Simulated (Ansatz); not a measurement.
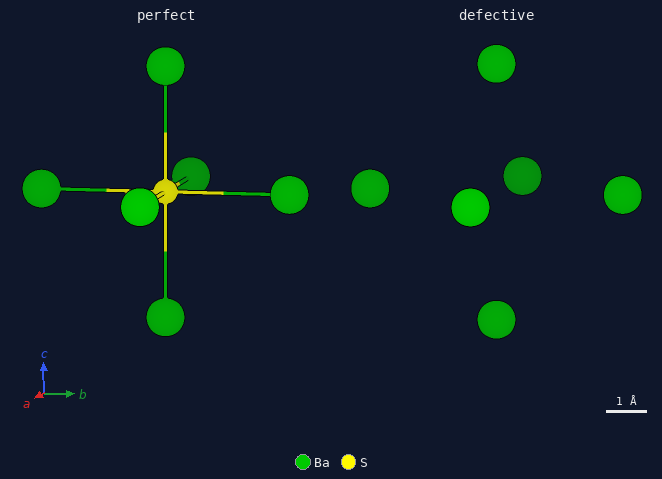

Left: perfect BaS. Right: the same region with one point defect, after relaxing the atoms in a supercell of 32 sites. The picture is a ball-and-stick view of the atoms within 3.8 Å of one point, seen slightly off an axis.

These are results of DFT PBE, scalar-relativistic, plane waves, PAW in Ansatz 0.2.0, not measurements. Set-up: plane-wave cutoff 420 eV; k-point mesh 2 × 2 × 2; occupations gaussian; smearing width 0.01 eV; mesh shifted by (0.5, 0.5, 0.5); no spin polarisation. The cell is small and the k-mesh coarse, so the numbers are rough. The axes drawn are those of the host's conventional cell.

What kind of defect was made?

Answer. A sulfur atom is taken out (a vacancy).

The charge state of the cell is 0.

What does the relaxation do around it?

Answer. Around the empty S site the host had 6 Ba at 3.21 Å; after relaxation the nearest atoms are 6 Ba at 3.27 Å. Of the host's atoms, a barium atom moves furthest from its site, by 0.06 Å. Relaxing the atoms from the host's sites lowers the energy by 0.05 eV. At a tolerance of 0.02 Å the relaxed supercell has space group Im-3m.
